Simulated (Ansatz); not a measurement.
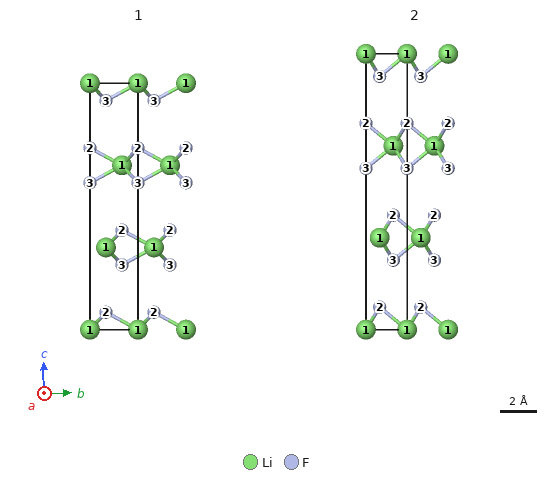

Two geometries of crystalline LiF$_{2}$ (built on the 3R molybdenite_160 type) (coarse preliminary run), drawn at one scale. One is the start of a relaxation, the other its converged end. Style: ball-and-stick. Shown: the conventional cell (3 times the calculation's cell), repeated 1 × 2 × 1 with one cell outlined, along the a axis. Lengths and directions refer to the drawn axes.

Method: DFT PBE, scalar-relativistic, plane waves, PAW in Ansatz 0.2.0. (plane-wave cutoff 420 eV; k-point mesh 6 × 6 × 6; occupations gaussian; smearing width 0.1 eV; collinear spin; cell and atoms relaxed; force threshold 0.04 eV/Å; at most 70 steps)

Question: Which of the two is the end point?

Answer: Structure 1 is the relaxed one. Case: 3R molybdenite type (R3m, No. 160). Over 11 accepted moves (15 points after the start) the energy falls by 284 meV per atom. The largest force component goes from 0.42 to 0.02 eV/Å. Pressure: 2.65 GPa at the start and 0.30 GPa at the end. The line search rejected the trial step at point 3 of the run. The SCF was repeated 3 times at an unchanged geometry on a basis and grid sized afresh for the cell, which shifted the energy by 36.7 meV per atom at most. The largest moves relative to the cell, 0.15 Å, are those of F2 and F3. F2 goes along −c. Li stays in place. The volume changes by +22.0 %, with a = b 2.648 → 3.094 Å (+16.8 %), c 15.379 → 13.743 Å (−10.6 %). Some distances before and after: Li1–F2 1.979 → 2.032 Å. Bond angles that change, for instance: F2–Li1–F3 78.9° → 57.0°, F2–Li1–F2 84.0° → 99.1°, Li1–F2–Li1 84.0° → 99.1°. The space group stays R3m (No. 160). The run took 58 s on 1 thread of Arm Neoverse V2 (shared host), peak memory 0.3 GiB.
